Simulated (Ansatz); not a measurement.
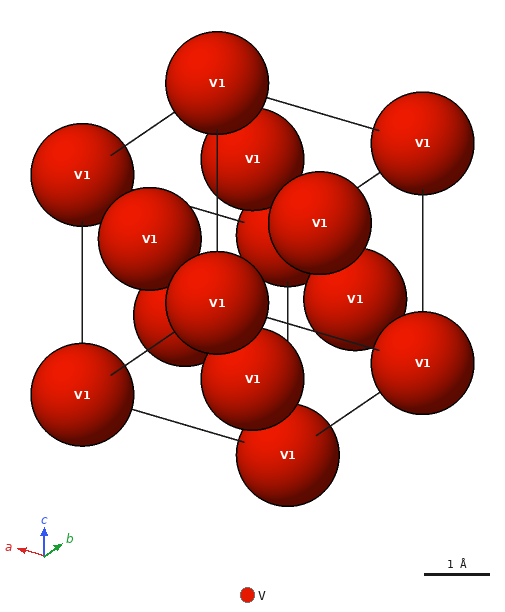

This is crystalline V (a generated structure, set up in Fm-3m). The picture is a spheres-only view of the conventional cell (4 times the calculation's cell), seen from a free direction. Lengths and directions refer to the drawn axes.

Theory: DFT, PBE, PAW with Ansatz's default frozen-core files, scalar-relativistic (Ansatz 0.2.0). Settings: plane-wave cutoff 420 eV; k-point mesh 19 × 19 × 19; occupations fermi dirac; smearing width 0.05 eV; collinear spin.

Change: The cell is strained by 0.0 % along c and −1.5 % across it (volume −3.0 %), the atoms keeping their fractional coordinates. No relaxation follows.

Input file:
```yaml
crystal:
  lattice:
    - [0.0, 1.8796640285, 1.9082883538]
    - [1.8796640285, 0.0, 1.9082883538]
    - [1.8796640285, 1.8796640285, 0.0]
  atoms:
    - { symbol: V, position: [0.0, 0.0, 0.0], spin: 1.5 }
magnetization:
  spin_polarized: true
kpoints:
  mp_grid: { grid: [19, 19, 19] }
scf:
  occupations: { method: fermi_dirac, width: 0.05 }
hamiltonian:
  xc: pbe
  pseudopotentials: { kind: paw }
output:
  forces: true
  stress: true
  eigenvalues: true
  efg: { contact_densities: true }
  write_density: true
  write_potential: true
  elf: true
  volumetric_format: npy
```

Command:
```bash
ansatz run input.yaml --threads 1 --pin off --max-ram 3072MiB --backend cpu --events-out ev --progress --plain --runs-dir out
```

Q: Predict the response.

A: Some distances before and after: V–V 2.699 → 2.658 to 2.679 Å. The space group (tolerance 0.01 Å) goes from Fm-3m (No. 225) to I4/mmm (No. 139). It costs 5.3 meV per atom. Pressure: 0.0 GPa before, 5.6 GPa after. The principal stresses (compression positive) are 8.4 GPa along c and 4.3 GPa across it. All forces vanish by symmetry.

The changed structure in the same view:

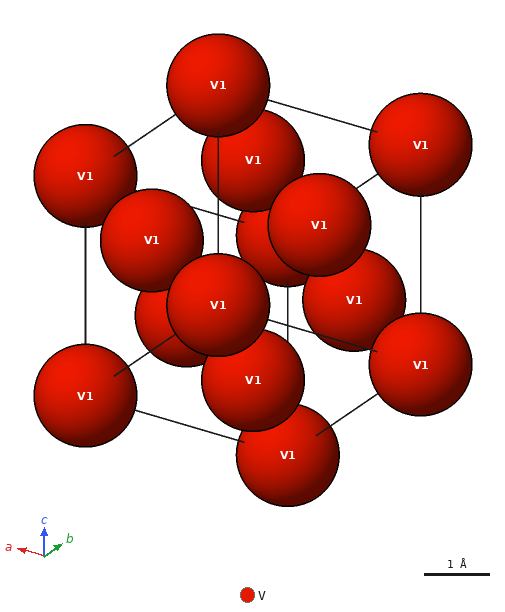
